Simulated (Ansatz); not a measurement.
## Run report: Zr8HS16, nudged elastic band (part 3 of 3)

Zr8HS16 (defect cell, 25 atoms in the cell); DFT PBE, scalar-relativistic, plane waves, PAW, spin-polarised (Ansatz 0.2.0); cutoff 420 eV, 2×2×2 k-mesh, Gaussian smearing of 0.02 eV, collinear spins. The structure derives from a Materials Project entry. The run did not end well. It belongs to a series of runs on one base structure; here: climbing-image band for the jump of H by 3.53 A.

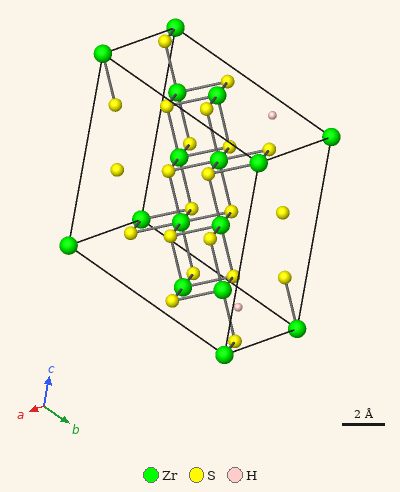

**Figure 1.** The starting structure (ball-and-stick view of the cell of the calculation, seen slightly off an axis). An atom can appear more than once, as a periodic image.

Output, continued
```
  k-point 0 ↑: bands = ["-43.8527", "-43.8418", "-43.8231", "-43.8224", "-43.8164", "-43.8153", "-43.8134", "-43.8127", "-21.9800", "-21.9714", "-21.9597", "-21.9506", "-21.9449", "-21.8900", "-21.8789", "-21.8788", "-21.8688", "-21.8596", "-21.8506", "-21.8502", "-21.8476", "-21.8371", "-21.8360", "-21.8319", "-21.8306", "-21.8259", "-21.8183", "-21.7926", "-21.7830", "-21.7759", "-21.7703", "-21.7523", "-7.1387", "-6.8143", "-6.8041", "-6.5126", "-6.4326", "-6.4207", "-6.2596", "-6.2521", "-6.2465", "-6.2362", "-6.2286", "-6.2168", "-6.2079", "-6.1352", "-6.0603", "-6.0506", "1.1074", "1.1218", "1.2044", "1.4259", "1.5784", "1.6730", "1.7392", "1.7524", "1.8733", "1.9595", "1.9642", "2.0450", "2.0485", "2.0687", "2.0801", "2.1087", "2.5247", "2.5295", "2.6121", "2.6414", "2.6861", "2.6862", "2.6985", "2.7525", "2.7682", "2.7798", "2.9334", "2.9680", "3.0025", "3.0355", "3.0374", "3.0664", "3.0666", "3.5519", "3.5571", "3.9715", "3.9989", "4.0006", "4.0330", "4.0899", "4.0969", "4.1516", "4.1662", "4.1946", "4.1967", "4.6462", "4.7156", "4.7161", "5.1810", "6.3104", "6.6044", "6.6180", "6.6494", "6.6506", "6.8050", "7.2008", "7.3015", "7.3196", "7.8686", "7.8689", "7.9340", "7.9403", "8.0626", "8.1772", "8.2074", "8.2336", "8.2704", "8.2760", "8.5032", "8.5047", "8.5519", "8.5597", "8.5836", "9.6817"]
  k-point 1 ↑: bands = ["-43.8527", "-43.8418", "-43.8231", "-43.8224", "-43.8164", "-43.8153", "-43.8134", "-43.8127", "-21.9800", "-21.9714", "-21.9597", "-21.9506", "-21.9449", "-21.8899", "-21.8789", "-21.8788", "-21.8688", "-21.8597", "-21.8506", "-21.8502", "-21.8476", "-21.8371", "-21.8360", "-21.8319", "-21.8306", "-21.8259", "-21.8183", "-21.7926", "-21.7830", "-21.7759", "-21.7703", "-21.7523", "-7.1886", "-6.7700", "-6.7641", "-6.5116", "-6.4198", "-6.4089", "-6.2825", "-6.2731", "-6.2691", "-6.2605", "-6.2187", "-6.2108", "-6.1608", "-6.1373", "-6.0758", "-6.0654", "1.0403", "1.1557", "1.2461", "1.3091", "1.5532", "1.5582", "1.6279", "1.7187", "1.8168", "1.8468", "2.0991", "2.1281", "2.1326", "2.1389", "2.1930", "2.2146", "2.5213", "2.5760", "2.6810", "2.6812", "2.6862", "2.6898", "2.7179", "2.7802", "2.8006", "2.8782", "2.9135", "2.9230", "2.9444", "3.0036", "3.0305", "3.1909", "3.1992", "3.4938", "3.5026", "3.8575", "3.8608", "3.8899", "3.9877", "4.0568", "4.0609", "4.1122", "4.1964", "4.2011", "4.3892", "4.5081", "4.6629", "4.8317", "5.0676", "6.3962", "6.5539", "6.6073", "6.7659", "6.8001", "6.8170", "7.2024", "7.3183", "7.3213", "7.7104", "7.7264", "7.7852", "7.8831", "7.8861", "8.2505", "8.2566", "8.2654", "8.3818", "8.4212", "8.5201", "8.5231", "8.5640", "8.5717", "8.5782", "9.5273"]
  k-point 2 ↑: bands = ["-43.8528", "-43.8418", "-43.8239", "-43.8203", "-43.8181", "-43.8150", "-43.8140", "-43.8118", "-21.9840", "-21.9761", "-21.9692", "-21.9342", "-21.9091", "-21.9015", "-21.8915", "-21.8878", "-21.8785", "-21.8738", "-21.8553", "-21.8552", "-21.8433", "-21.8353", "-21.8350", "-21.8274", "-21.8240", "-21.8060", "-21.8025", "-21.8023", "-21.7881", "-21.7796", "-21.7726", "-21.7525", "-7.2013", "-6.7068", "-6.6966", "-6.5189", "-6.4878", "-6.4645", "-6.4197", "-6.2710", "-6.2600", "-6.2476", "-6.2041", "-6.1900", "-6.1507", "-6.1030", "-6.0755", "-6.0188", "1.0126", "1.1029", "1.1308", "1.3745", "1.6561", "1.7422", "1.8082", "1.8503", "1.8725", "1.9283", "2.0230", "2.0677", "2.1133", "2.1308", "2.1382", "2.1752", "2.2228", "2.4211", "2.4524", "2.5012", "2.5181", "2.6738", "2.7161", "2.7881", "2.8992", "2.9165", "2.9317", "3.0268", "3.0666", "3.1050", "3.2020", "3.2766", "3.3590", "3.5276", "3.5465", "3.6927", "3.7356", "3.8589", "3.8929", "3.9244", "3.9411", "4.1255", "4.2381", "4.4268", "4.4610", "4.5830", "4.6444", "4.6879", "5.1477", "6.4025", "6.4882", "6.6901", "6.9300", "6.9754", "6.9906", "7.0794", "7.1735", "7.4149", "7.4717", "7.5449", "7.5879", "7.8864", "8.1160", "8.2562", "8.2867", "8.2909", "8.3592", "8.4863", "8.5143", "8.5242", "8.6050", "8.6149", "8.6425", "9.5991"]
  k-point 3 ↓: bands = ["-43.8538", "-43.8414", "-43.8193", "-43.8153", "-43.8134", "-43.8101", "-43.8090", "-43.8068", "-21.9798", "-21.9731", "-21.9636", "-21.9315", "-21.9027", "-21.8968", "-21.8913", "-21.8845", "-21.8737", "-21.8730", "-21.8524", "-21.8505", "-21.8392", "-21.8313", "-21.8302", "-21.8228", "-21.8196", "-21.8014", "-21.7988", "-21.7971", "-21.7835", "-21.7727", "-21.7667", "-21.7471", "-7.1937", "-6.6990", "-6.6895", "-6.5101", "-6.4814", "-6.4581", "-6.4139", "-6.2640", "-6.2526", "-6.2407", "-6.1980", "-6.1832", "-6.1442", "-6.0965", "-6.0693", "-6.0129", "1.0442", "1.1217", "1.1450", "1.4902", "1.7326", "1.7673", "1.8341", "1.8573", "1.8783", "1.9366", "2.0686", "2.0855", "2.1195", "2.1382", "2.1472", "2.1815", "2.2331", "2.4529", "2.4599", "2.5078", "2.5320", "2.7063", "2.7218", "2.8576", "2.9211", "2.9262", "2.9435", "3.0605", "3.0730", "3.1122", "3.2121", "3.2839", "3.3686", "3.5468", "3.5711", "3.7062", "3.7420", "3.8707", "3.9001", "3.9303", "3.9490", "4.1330", "4.3323", "4.4662", "4.4997", "4.5938", "4.6559", "4.6978", "6.4057", "6.4546", "6.6734", "6.9279", "6.9733", "6.9955", "7.0643", "7.1787", "7.3763", "7.4417", "7.5151", "7.5599", "7.8597", "8.1198", "8.2348", "8.2765", "8.2981", "8.3479", "8.4172", "8.5119", "8.5225", "8.5875", "8.6154", "8.6307", "8.8312", "9.6036"]
End of that report.
this run last wrote the band of iteration 14 to [file]
Error: NEB band stopped at iteration 14: every band force meets `neb.f_tol`, and the climbing image lies 0.88 eV below image 0, an end point whose force meets `neb.f_tol`, so the climbing image is not the path's top. Start a new band with more images (`neb.images`), from another end point if image 0 is no minimum, or under a lower `neb.f_tol` if many atoms move together. Or start one with more iterations where a set `neb.max_iterations` left none to send an image back on the path. The run does that at most 2 times. If the run saved its iterations (`checkpoint.write`), a resume can also go on where `neb.max_iterations` alone kept an image from going back, or with more memory where, for lack of memory, the check of the climbing image's saddle order, or of a point between two images, was left unfinished (`no_room`). If the run saves its iterations (`checkpoint.write`), a resume makes this one's close again, and those of its solves that it does not hold; the last `neb_iteration` event holds every image's energy and geometry and what the close read of one, if anything (`data.images[]`: `lagrangian_ev`, `positions_ang`; `data.climbing_image`, where one climbs; `data.climbing_image_order`)
this run wrote the band of iteration 14 to [file] as well, whether or not its events were kept: a new run's `neb.initial_path` can list its `images[].positions_ang`
a run's events are kept only if it was started with --events-out <file>, and are in that file
```

The last band as extended XYZ (Å, eV, eV/Å)
```
25
Lattice="5.5278 -3.1915 6.7579 5.5278 -3.1915 -6.7579 -1.8426 9.5745 0.0000" Properties=species:S:1:pos:R:3:forces:R:3 image=0 energy=-47954.78454
Zr    0.0023   -0.0012    0.0021   -0.0087   0.0047  -0.0083
Zr    5.5275   -3.1912   -0.0071    0.0017  -0.0012  -0.0064
Zr    3.6848    0.0026    0.0011    0.0049  -0.0168   0.0012
Zr    1.8427    3.1905    0.0006   -0.0015   0.0101   0.0035
Zr   -0.0024    6.3821    0.0011    0.0168   0.0039   0.0011
Zr    9.2153   -3.1896    0.0005   -0.0038  -0.0116  -0.0023
Zr    7.3712    0.0001    0.0002   -0.0075  -0.0017   0.0037
Zr    5.5272    3.1881    0.0006    0.0086   0.0104  -0.0023
S     7.3797   -2.1219   -1.4478   -0.0134  -0.0069  -0.0121
S     1.8406    1.0636   -1.4483   -0.0051  -0.0054   0.0078
S     5.5274    1.0644    5.3080   -0.0028   0.0010   0.0033
S     3.6844    4.2572    5.3098    0.0023   0.0063   0.0073
S     9.2158   -5.3210   -1.4442    0.0065  -0.0034  -0.0020
S     5.5270    1.0637   -1.4502   -0.0027   0.0018   0.0036
S     3.6847    4.2439   -1.4475   -0.0008   0.0144  -0.0124
S     3.6739   -2.1211   -1.4469    0.0180  -0.0108  -0.0123
S     5.5292   -1.0585   -5.3105    0.0008  -0.0073   0.0137
S     5.5282   -1.0678    1.4448    0.0004  -0.0076  -0.0028
S     3.6857    2.1275    1.4522   -0.0003  -0.0056  -0.0021
S     1.8464    5.3207    1.4448    0.0058   0.0034  -0.0024
S     1.8482   -1.0671    1.4493   -0.0178   0.0099   0.0095
S     3.6854    2.1271   -5.3060    0.0041   0.0028  -0.0017
S     7.3664    2.1234    1.4471    0.0062   0.0025   0.0142
S     7.3670   -4.2536    1.4433   -0.0105   0.0065   0.0016
H     5.4498   -3.1738   -3.3121   -0.0012   0.0005  -0.0032
25
Lattice="5.5278 -3.1915 6.7579 5.5278 -3.1915 -6.7579 -1.8426 9.5745 0.0000" Properties=species:S:1:pos:R:3:forces:R:3 image=1 energy=-47956.35155
Zr    0.0230   -0.0454   -0.0567    0.0053   0.0036   0.0029
Zr    5.6247   -3.2715    0.1503    0.0023  -0.0076  -0.0091
Zr    3.6969    0.0924    0.0040    0.0273   0.0107   0.0015
Zr    1.8500    3.1858   -0.0188   -0.0066  -0.0084  -0.0078
Zr   -0.1093    6.2762   -0.0328    0.0106  -0.0304  -0.0156
Zr    9.2319   -3.2594   -0.0649    0.0098   0.0052   0.0000
Zr    7.3481   -0.0464   -0.0501    0.0058   0.0126   0.0070
Zr    5.5646    3.1599   -0.0683    0.0080  -0.0053   0.0096
S     7.3419   -2.2016   -1.4511    0.0012  -0.0045   0.0069
S     1.8710    1.0487   -1.4874   -0.0035   0.0183  -0.0004
S     5.5369    1.0102    5.2509    0.0099   0.0001  -0.0163
S     3.6881    4.2012    5.2447   -0.0199  -0.0014   0.0128
S     9.2393   -5.3646   -1.5227    0.0054  -0.0044  -0.0034
S     5.5324    1.0352   -1.5106    0.0148   0.0014  -0.0105
S     3.6973    4.2672   -1.4391    0.0127   0.0100   0.0040
S     3.7754   -2.1718   -1.4717    0.0185  -0.0228  -0.0181
S     5.5234   -1.1130   -5.3342    0.0284  -0.0088   0.0014
S     5.5135   -1.0628    1.4379    0.0161  -0.0152  -0.0078
S     3.6909    2.1278    1.4497    0.0178  -0.0054  -0.0044
S     1.7986    5.3129    1.4248    0.0226  -0.0136  -0.0114
S     1.8767   -1.1244    1.3557    0.0268  -0.0152  -0.0365
S     3.6679    2.0891   -5.3328    0.0149  -0.0191   0.0044
S     7.3809    2.0919    1.4048    0.0258   0.0104   0.0250
S     7.4419   -4.3272    1.4861    0.0213  -0.0079   0.0202
H     4.3189   -2.3294   -2.7147   -0.2752   0.0975   0.0456
25
Lattice="5.5278 -3.1915 6.7579 5.5278 -3.1915 -6.7579 -1.8426 9.5745 0.0000" Properties=species:S:1:pos:R:3:forces:R:3 image=2 energy=-47955.66479
Zr    0.0200    0.0120    0.1201   -0.0042   0.0003   0.0013
Zr    5.5226   -3.2306   -0.1161    0.0039  -0.0010  -0.0021
Zr    3.6977    0.0684   -0.1718   -0.0011  -0.0014  -0.0016
Zr    1.8355    3.2005   -0.0414   -0.0005  -0.0010  -0.0049
Zr   -0.0202    6.3708   -0.1202    0.0023  -0.0014  -0.0009
Zr    9.2201   -3.2006    0.0413    0.0002   0.0011   0.0048
Zr    7.3577   -0.0684    0.1717    0.0017   0.0022   0.0018
Zr    5.5330    3.2304    0.1162   -0.0023   0.0005   0.0030
S     7.4076   -2.0441   -1.4072   -0.0014  -0.0027  -0.0002
S     1.7755    1.0543   -1.4836    0.0014   0.0024   0.0002
S     5.4931    0.9990    5.2594   -0.0003   0.0002   0.0002
S     3.5785    4.2984    5.4139   -0.0010   0.0002   0.0002
S     9.2129   -5.3419   -1.3577    0.0015  -0.0009  -0.0002
S     5.6442    1.1059   -1.3750    0.0006  -0.0002  -0.0001
S     3.7432    4.1984   -1.4721   -0.0002   0.0006   0.0006
S     3.6752   -2.3663   -1.8136    0.0018  -0.0016  -0.0036
S     5.5624   -0.9991   -5.2594    0.0005  -0.0001  -0.0004
S     5.4111   -1.1060    1.3749    0.0002   0.0001   0.0001
S     3.6478    2.0439    1.4072    0.0014   0.0032   0.0005
S     1.8426    5.3418    1.3577   -0.0013   0.0009  -0.0002
S     1.9493   -1.1070    1.3439    0.0008  -0.0003  -0.0004
S     3.7522    2.1371   -5.2744   -0.0014  -0.0022  -0.0002
S     7.3804    2.3662    1.8136    0.0010   0.0006  -0.0040
S     7.3123   -4.1986    1.4722    0.0000  -0.0001  -0.0005
H     3.6866   -3.1899   -3.3785   -0.0036   0.0007   0.0067
25
Lattice="5.5278 -3.1915 6.7579 5.5278 -3.1915 -6.7579 -1.8426 9.5745 0.0000" Properties=species:S:1:pos:R:3:forces:R:3 image=3 energy=-47956.35236
Zr    0.1093    0.1069    0.0328   -0.0110   0.0291   0.0160
Zr    5.4908   -3.1599    0.0682   -0.0074   0.0046  -0.0097
Zr    3.7074    0.0464    0.0500   -0.0064  -0.0123  -0.0065
Zr    1.8235    3.2595    0.0648   -0.0087  -0.0051  -0.0001
Zr   -0.0232    6.4284    0.0567   -0.0056  -0.0035  -0.0029
Zr    9.2054   -3.1858    0.0188    0.0060   0.0088   0.0079
Zr    7.3586   -0.0923   -0.0040   -0.0265  -0.0113  -0.0012
Zr    5.4310    3.2714   -0.1504   -0.0035   0.0083   0.0108
S     7.3645   -2.1278   -1.4497   -0.0178   0.0050   0.0040
S     1.8598    1.1024   -1.4252   -0.0142   0.0196  -0.0049
S     5.5320    1.1130    5.3342   -0.0282   0.0089  -0.0014
S     3.6509    4.3161    5.4023   -0.0260   0.0144   0.0356
S     9.2571   -5.3129   -1.4249   -0.0236   0.0137   0.0116
S     5.5420    1.0627   -1.4380   -0.0158   0.0161   0.0084
S     3.6137    4.3271   -1.4861   -0.0208   0.0079  -0.0201
S     3.6745   -2.0919   -1.4049   -0.0256  -0.0106  -0.0250
S     5.5186   -1.0101   -5.2509   -0.0099  -0.0001   0.0165
S     5.5230   -1.0352    1.5105   -0.0147  -0.0014   0.0106
S     3.7136    2.2015    1.4509   -0.0006   0.0045  -0.0069
S     1.8161    5.3646    1.5226   -0.0052   0.0046   0.0035
S     1.8396   -1.0096    1.5131    0.0205   0.0010  -0.0127
S     3.6566    2.1429   -5.2705    0.0041  -0.0186   0.0003
S     7.2807    2.1717    1.4718   -0.0200   0.0231   0.0170
S     7.3582   -4.2673    1.4390   -0.0125  -0.0103  -0.0040
H     3.0543   -4.0542   -4.0421    0.2735  -0.0969  -0.0465
25
Lattice="5.5278 -3.1915 6.7579 5.5278 -3.1915 -6.7579 -1.8426 9.5745 0.0000" Properties=species:S:1:pos:R:3:forces:R:3 image=4 energy=-47954.78454
Zr    0.0024    0.0009   -0.0011   -0.0168  -0.0039  -0.0011
Zr    5.5284   -3.1881   -0.0006   -0.0086  -0.0104   0.0023
Zr    3.6845   -0.0001   -0.0002    0.0075   0.0017  -0.0037
Zr    1.8403    3.1896   -0.0005    0.0038   0.0116   0.0023
Zr   -0.0023    6.3842   -0.0021    0.0087  -0.0047   0.0083
Zr    9.2129   -3.1905   -0.0006    0.0015  -0.0101  -0.0035
Zr    7.3709   -0.0026   -0.0011   -0.0049   0.0168  -0.0012
Zr    5.5281    3.1912    0.0071   -0.0017   0.0012   0.0064
S     7.3700   -2.1275   -1.4522    0.0003   0.0056   0.0021
S     1.8424    1.0644   -1.4519   -0.0041  -0.0028   0.0017
S     5.5264    1.0585    5.3105   -0.0008   0.0073  -0.0137
S     3.6796    4.2585    5.3086    0.0178  -0.0099  -0.0095
S     9.2093   -5.3207   -1.4448   -0.0059  -0.0034   0.0024
S     5.5274    1.0678   -1.4448   -0.0004   0.0076   0.0028
S     3.6886    4.2536   -1.4433    0.0105  -0.0065  -0.0016
S     3.6893   -2.1234   -1.4471   -0.0062  -0.0025  -0.0142
S     5.5282   -1.0644   -5.3080    0.0028  -0.0010  -0.0033
S     5.5286   -1.0637    1.4502    0.0027  -0.0018  -0.0036
S     3.6759    2.1219    1.4478    0.0134   0.0069   0.0121
S     1.8398    5.3210    1.4442   -0.0065   0.0034   0.0020
S     1.8434   -1.0657    1.4481   -0.0023  -0.0063  -0.0073
S     3.6872    2.1279   -5.3096    0.0051   0.0054  -0.0078
S     7.3818    2.1211    1.4469   -0.0180   0.0108   0.0123
S     7.3709   -4.2439    1.4475    0.0008  -0.0144   0.0124
H     1.9206   -3.2092   -3.4458    0.0012  -0.0005   0.0032
```

What the run reported

- outcome: not converged
- barrier, forward (band not converged): −0.880 eV
- barrier, backward: −0.880 eV
- wall time: 49 min (CPU time 2 h)
- peak memory: 4.1 GiB

What went wrong

The run did not converge: “NEB band stopped at iteration 14: every band force meets `neb.f_tol`, and the climbing image lies 0.88 eV below image 0, an end point whose force meets `neb.f_tol`, so the climbing image is not the path's top. Start a new band with more images (`neb.images`), from another end point if image 0 is no minimum, or under a lower `neb.f_tol` if many atoms move together …” Its last values are not results. Notes on the run: a screening estimate came out negative during mixing; some starting moments were not kept.
